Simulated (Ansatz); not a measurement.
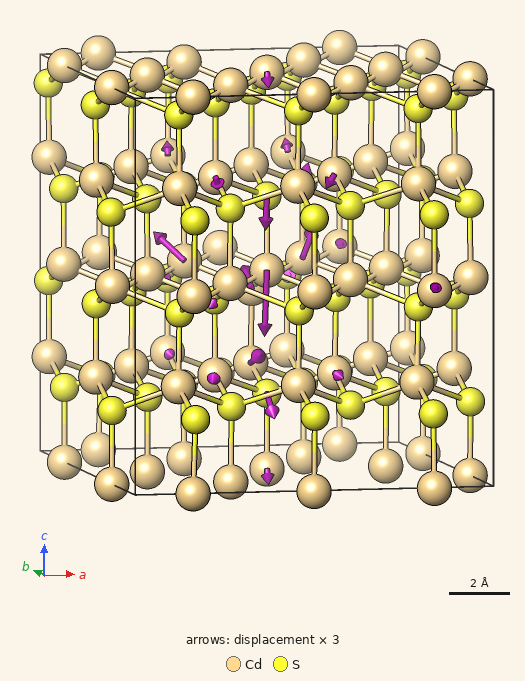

A relaxation of a defect cell of composition Cd$_{49}$S$_{47}$. The starting structure is drawn; purple arrows show the displacements, 3 times their true length.

Style: ball-and-stick. Shown: the cell of the calculation (origin shifted), slightly off an axis.

The atoms of the start lie slightly off their symmetric places, so part of the fall in energy undoes that.

These are results of DFT, PBEsol, PAW, plane waves in Ansatz 0.2.0, not measurements. (plane-wave cutoff 420 eV; k-point mesh 1 × 1 × 1; mesh shifted by (0.25, 0.25, 0.25); no spin polarisation; atoms relaxed in a fixed cell; force threshold 0.03 eV/Å; at most 80 steps)

Which element moves most?

Answer. Cadmium: up to 0.77 Å, against 0.45 Å for sulfur.

What did the optimiser do to the structure, and how much energy did it gain?

Answer. The energy falls by 1.514 eV per cell of the calculation in 9 geometry steps. Largest force component: 1.5 eV/Å at the start, 0.012 eV/Å at the end. A Cd atom moves most: 0.77 Å along −c. By element the largest moves are Cd 0.77 Å, S 0.45 Å. The lattice vectors keep their values. Among the contacts that change: Cd–S 2.508 → 2.868 Å, Cd–Cd 2.518 → 2.766 Å, Cd–Cd 2.531 → 2.752 Å, Cd–Cd 2.508 → 2.713 Å. Among the angles between lasting bonds that change: Cd–Cd–Cd 110.6° → 66.3°, Cd–Cd–S 107.3° → 139.9°, Cd–Cd–S 109.2° → 86.7°.
